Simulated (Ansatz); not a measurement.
Geometry relaxation of Al₂Ru (part 3 of 3)

Al₂Ru (slab, 9 atoms in the cell); DFT r2SCAN, scalar-relativistic, plane waves, PAW, no spin polarisation (Ansatz 0.2.0); cutoff 500 eV, 10×7×1 k-mesh, Gaussian smearing of 0.1 eV. The structure derives from a Materials Project entry. The input holds or restrains some coordinates. Forces given for the steps count only the free coordinates. It belongs to a series of runs on one base structure; here: clean slab, lower half held.

Geometry of the input (Å; fractional positions):
```
3.1218  0.0000  0.0000
-1.5609  4.5018  0.0000
0.0000  0.0000  24.7862
Al 0.7001  0.4002  0.3429
Al 0.4201  0.8403  0.3805
Ru 0.1202  0.2404  0.4208
Al 0.8203  0.6406  0.4611
Al 0.5404  0.0807  0.4987
Ru 0.2404  0.4809  0.5389
Al 0.9405  0.8811  0.5792
Al 0.6606  0.3212  0.6168
Ru 0.3607  0.7213  0.6571
```

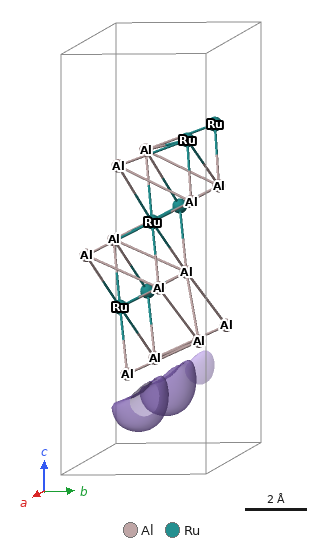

Isosurface of the electron localisation function at 0.8 (purple), seen slightly off an axis. Only the valence region is drawn (cores and ρ < 0.01 e/Å³ removed). Sticks mark near contacts. Values along the shortest contacts: Al–Ru (2.43 Å): the ELF is about 0.45 at the midpoint; no shared electron pair. Al–Al (2.67 Å): the ELF is about 0.50 at the midpoint; no localised pair between them.

## Results in brief

```tsv
quantity	value
outcome	converged under the restraints of the input
electrons treated	66
free energy	−20916.0385 eV
work function, top face	3.97 eV
work function, bottom face	4.27 eV
Fermi energy	2.347 eV
gap on the k-point mesh	none (metallic)
final volume	348.34 Å³
work function (upper face)	3.97 eV
largest force (length of the vector) at the end, held atoms and coordinates included	0.621 eV/Å
wall time	12 min (CPU time 22 min)
peak memory	1.6 GiB
```

## Remarks

Warnings of the run: the k-point mesh lowers the symmetry that the run can use; the exchange-correlation potential is rough where the density is thin.
